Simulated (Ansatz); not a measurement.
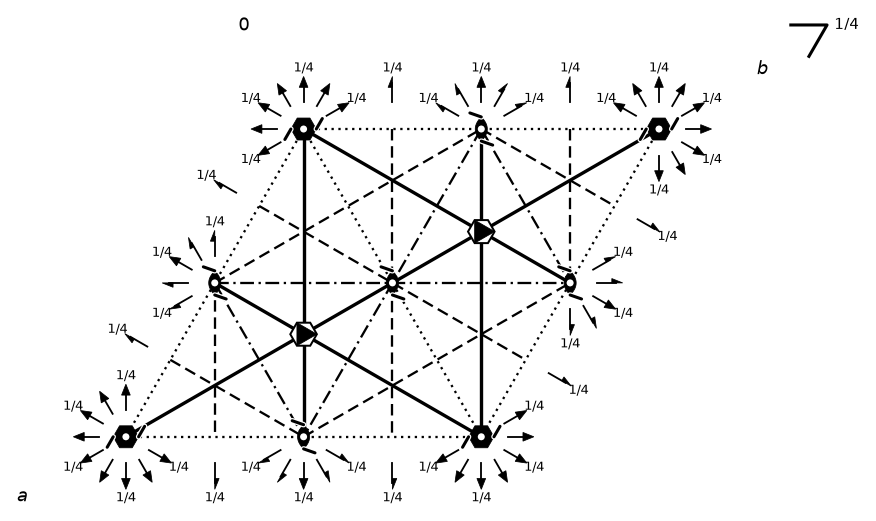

Symmetry elements of a space group, projected down c, computed from the operations of a computed or model structure of composition AgCl, which need not be its known form.

Symbols follow the International Tables: origin at the upper left, the third axis towards the viewer; heavy, dashed, dotted, dash-dotted and dash-dot-dot lines are mirror, in-plane glide, out-of-plane glide, diagonal (n; with arrows d) and double (e) glide planes seen edge on; arrows at the rim are 2 (full head) and 2₁ (half head) axes in the plane; the corner sign is a plane parallel to the page; fractions are heights. Handed screw axes carry their printed symbol instead of tails.

Give the Hermann–Mauguin symbol and number.

P6₃/mmc (No. 194); primitive hexagonal, point group 6/mmm, 24 general positions a cell.

List the elements shown.

−6 axes along c at (1/3, 2/3), (2/3, 1/3); 6₃ axes along c at (0, 0); 2₁ axes along c at (0, 1/2), (1/2, 0), (1/2, 1/2); inversion centres at (0, 0), (0, 1/2), (1/2, 0), (1/2, 1/2); mirror planes holding c and [1 2 0] or [2 1 0] or [−1 1 0]; in-plane glide planes holding c and [1 2 0] or [2 1 0] or [−1 1 0]; c glide planes normal to a*, at x = 0; n glide planes normal to a*, at x = 1/2; c glide planes normal to b*, at y = 0; n glide planes normal to b*, at y = 1/2; c glide planes holding c and [1 1 0]; diagonal glide planes holding c and [1 1 0]; a mirror plane normal to c at height 1/4; 2 axes along [1 1 0] at height 0; 2 axes along [1 2 0] at height 1/4; 2 axes along [2 1 0] at height 1/4; 2 axes along [−1 1 0] at height 1/4; 2 axes along a at height 0; 2 axes along b at height 0; 2₁ axes along [1 1 0] at height 0; 2₁ axes along [1 2 0] at height 1/4; 2₁ axes along [2 1 0] at height 1/4; 2₁ axes along [−1 1 0] at height 1/4; 2₁ axes along a at height 0; 2₁ axes along b at height 0. Heights repeat every half period; positions are (a, b) fractions, modulo 1.
